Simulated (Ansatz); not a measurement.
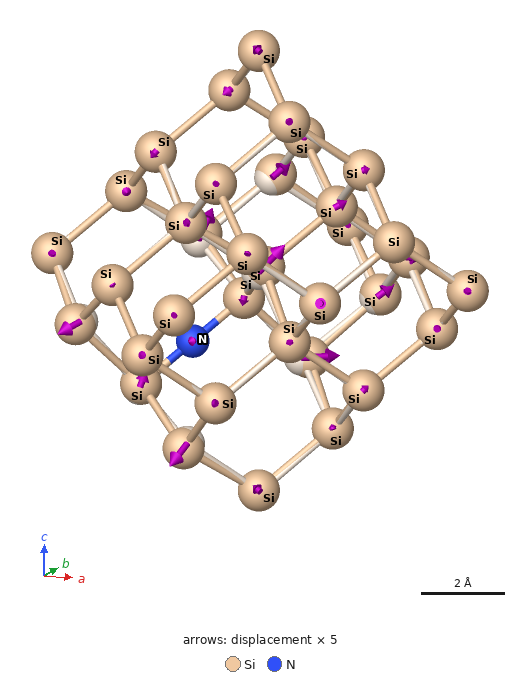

A relaxation of a defect cell of composition Si64N (cell charge +1). The starting structure is drawn faded, the final one solid; purple arrows show the displacements, 5 times their true length.

A ball-and-stick model of the atoms within 5.8 Å of the atom that moves most (axes of the cell of the calculation (origin shifted)), seen slightly off an axis.

Computed with DFT, PBEsol, PAW, plane waves in Ansatz. (plane-wave cutoff 420 eV; k-point mesh 1 × 1 × 1; mesh shifted by (0.25, 0.25, 0.25); collinear spin; atoms relaxed in a fixed cell; force threshold 0.03 eV/Å; at most 80 steps)

Q: What did the optimiser do to the structure, and how much energy did it gain?

A: A Si atom moves most: 0.20 Å along [1 0 1]. Largest moves by element: Si 0.20 Å, N 0.04 Å. The cell doesn't change. Some distances before and after: Si–Si 2.195 → 2.352 Å, Si–Si 2.244 → 2.352 Å, N–Si 1.739 → 1.642 Å, Si–Si 2.417 → 2.323 Å. Bond angles that change, for instance: Si–Si–Si 117.3° → 109.8°, Si–Si–N 94.7° → 101.1°, Si–Si–Si 111.4° → 105.9°. Over 5 geometry steps the energy falls by 1.385 eV per cell of the calculation. Largest force component: 2.3 eV/Å at the start, 0.0048 eV/Å at the end.

Limits of the set-up: the cell is charged, on a uniform background, and energies carry no finite-size correction.
